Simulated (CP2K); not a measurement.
# Energy of TaN along an even scaling of the cell

System: TaN (P-6m2, 2 atoms in the cell).
Method: Kohn-Sham DFT of a periodic cell, PBE, GTH-PBE with UZH-TZVP basis, no spin polarisation (CP2K 2026.2).

The 6 runs differ only in the geometry, by an even scaling of the cell at fixed fractional positions. The structure derives from an entry of the Crystallography Open Database.

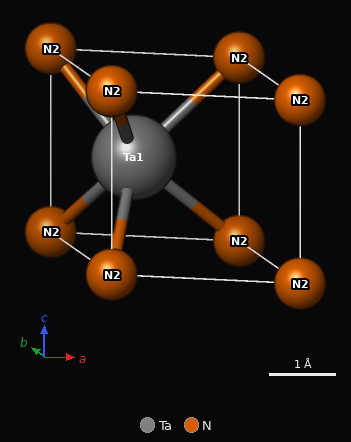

Figure 1. The structure of run 4 (ball-and-stick view of the cell of the calculation, seen slightly off an axis; atoms are numbered from 1 in the order of the input).

**Input of run 4**
```
&GLOBAL
  PROJECT tan_eos
  RUN_TYPE ENERGY_FORCE
  PRINT_LEVEL LOW
&END GLOBAL
&FORCE_EVAL
  METHOD QS
  STRESS_TENSOR ANALYTICAL
  &DFT
    BASIS_SET_FILE_NAME BASIS_MOLOPT_UZH
    POTENTIAL_FILE_NAME POTENTIAL_UZH
    WFN_RESTART_FILE_NAME previous-RESTART.kp
    &MGRID
      CUTOFF 450
      REL_CUTOFF 60
      NGRIDS 5
    &END MGRID
    &QS
      METHOD GPW
      EPS_DEFAULT 1.0E-10
    &END QS
    &KPOINTS
      SCHEME MONKHORST-PACK 10 10 9
      GAMMA_CENTERED T
      SYMMETRY T
      SYMMETRY_BACKEND SPGLIB
    &END KPOINTS
    &SCF
      SCF_GUESS RESTART
      EPS_SCF 1.0E-6
      MAX_SCF 100
      ADDED_MOS 13
      CHOLESKY OFF
      EPS_EIGVAL 1.0E-7
      &DIAGONALIZATION ON
        ALGORITHM STANDARD
      &END DIAGONALIZATION
      &MIXING ON
        METHOD BROYDEN_MIXING
        ALPHA 0.4
        BETA 1.5
        NBUFFER 8
      &END MIXING
      &SMEAR ON
        METHOD FERMI_DIRAC
        ELECTRONIC_TEMPERATURE [K] 580.226
      &END SMEAR
    &END SCF
    &XC
      &XC_FUNCTIONAL
        &GGA_X_PBE
        &END GGA_X_PBE
        &GGA_C_PBE
        &END GGA_C_PBE
      &END XC_FUNCTIONAL
    &END XC
    &PRINT
      &KPOINTS ON
      &END KPOINTS
      &MULLIKEN ON
      &END MULLIKEN
      &MO ON
        ENERGIES T
        OCCUPATION_NUMBERS T
        &EACH
          QS_SCF 0
        &END EACH
        ADD_LAST NUMERIC
      &END MO
    &END PRINT
  &END DFT
  &SUBSYS
    &CELL
      A 2.9574586380 0.0000000000 0.0000000000
      B -1.4787293140 2.5612343136 0.0000000000
      C 0.0000000000 0.0000000000 2.9020954963
      PERIODIC XYZ
    &END CELL
    &COORD
      Ta  0.0000000032 1.7074895425 1.4510477481
      N   0.0000000000 0.0000000000 0.0000000000
    &END COORD
    &KIND Ta
      BASIS_SET TZVP-MOLOPT-PBE-GTH-q13
      POTENTIAL GTH-PBE-q13
    &END KIND
    &KIND N
      BASIS_SET TZVP-MOLOPT-PBE-GTH-q5
      POTENTIAL GTH-PBE-q5
    &END KIND
    &PRINT
      &ATOMIC_COORDINATES ON
      &END ATOMIC_COORDINATES
      &CELL ON
      &END CELL
    &END PRINT
  &END SUBSYS
  &PRINT
    &FORCES ON
    &END FORCES
    &STRESS_TENSOR ON
    &END STRESS_TENSOR
  &END PRINT
&END FORCE_EVAL
```

Command:
```bash
OMP_NUM_THREADS=1 cp2k.psmp -i tan_eos.inp -o tan_eos.out
```

Run 5 differs from it as follows:
```diff
-      A 2.9574586380 0.0000000000 0.0000000000
-      B -1.4787293140 2.5612343136 0.0000000000
-      C 0.0000000000 0.0000000000 2.9020954963
+      A 2.9766634530 0.0000000000 0.0000000000
+      B -1.4883317214 2.5778661713 0.0000000000
+      C 0.0000000000 0.0000000000 2.9209408003
-      Ta  0.0000000032 1.7074895425 1.4510477481
+      Ta  0.0000000033 1.7185774476 1.4604704001
```

**Results, with one run withheld**

| run | volume per atom (Å³) | free energy per atom, from the lowest run given (meV) | pressure (GPa) |
| --- | --- | --- | --- |
| 1 | 10.129 | 49.18 | 25.63 |
| 2 | 10.345 | 20.85 | 16.67 |
| 3 | 10.560 | 3.95 | 8.60 |
| 4 | 10.991 | 0.00 | −5.19 |
| 5 | 11.207 | ? | ? |
| 6 | 11.422 | 29.50 | −16.35 |

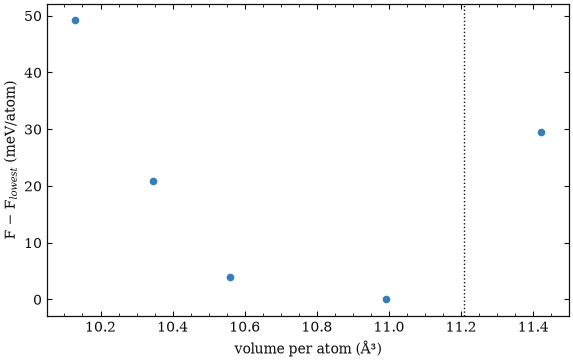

Figure 2. Free energy per atom of the runs given; the dotted line marks run 5.

Estimate the energy of run 5 from the others.

A cubic polynomial in V^(−2/3) (the Birch–Murnaghan form), fitted to the 5 runs given, misses them by at most 0.03 meV per atom. With x = V^(−2/3) − 0.20629 Å⁻², it reads F = −0.70969 + 2286.1 x + 6.1659e+05 x² + 3.0662e+05 x³ (meV per atom). At run 5 it gives 11.02 meV per atom, and the run itself gives 11.00. The slope of the fit gives a pressure −dF/dV of −11.08 GPa there, and the run prints −11.06 GPa. The fit has its minimum at 10.819 Å³ per atom, where V d²F/dV² gives 338 GPa. Cell shape and fractional positions are held, so this is the stiffness under even scaling; the relaxed bulk modulus wasn't computed.

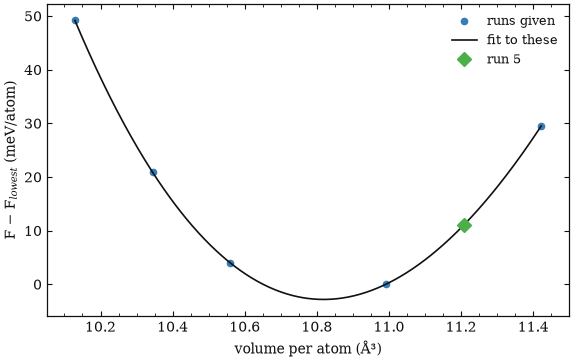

Figure 3. The fit and the withheld run.

**Some lines of the output (run 5)**
```
[...]
 CELL| Volume [angstrom^3]:                                            22.413664
 CELL_REF| Volume [angstrom^3]:                                        22.413664
                        Smear method:                                FERMI_DIRAC
  Step     Update method      Time    Convergence         Total energy    Change
  Fermi energy:                                                 0.53318842671048
  Total energy:                                               -68.21822609307885
  Total energy (extrapolated to T->0):                        -68.21821970339644
 MO| E(Fermi):            0.533188 a.u.         14.508795 eV
 MO| Band gap:            0.170601 a.u.          4.642283 eV
```

Notes: Spin–orbit coupling is left out, which matters for Ta.
